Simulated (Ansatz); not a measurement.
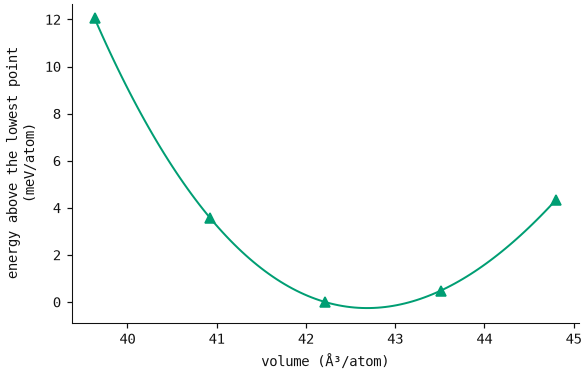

The picture above shows the energy above the lowest point against volume.

Computed with Ansatz 0.2.0 development build: equation of state of a cubic crystal from periodic Kohn-Sham density functional theory without spin, third-order Birch-Murnaghan fit to the free energies; pressure corrected for the finite basis. Level: r2SCAN.

Question: For which of these solids was it computed?
A. Br, Fd-3m (No. 227)
B. EuO₂, Fm-3m (No. 225)
C. S, Fd-3m (No. 227)

Answer: A, Br: energy above the lowest point from 0.0 meV/atom to 12.1 meV/atom, V0 42.69 Å³/atom, B0 15.5 GPa. The others give: EuO₂, energy above the lowest point from 0.0 meV/atom to 49.1 meV/atom, V0 12.57 Å³/atom, B0 168 GPa; S, energy above the lowest point from 0.0 meV/atom to 16.2 meV/atom, V0 23.89 Å³/atom, B0 47.6 GPa.

For Br, limits of the calculation: cubic model structure, not the ambient form; no spin polarisation, a magnetic state may lie lower; pseudopotentials made with PBE, not this functional.

For EuO₂, limits of the calculation: cubic model structure, not the ambient form; open f shell treated without spin; open f shell, state may not be the lowest; pseudopotentials made with PBE, not this functional.

For S, limits of the calculation: cubic model structure, not the ambient form; modest k-mesh, values are not fully converged in k; pseudopotentials made with PBE, not this functional.
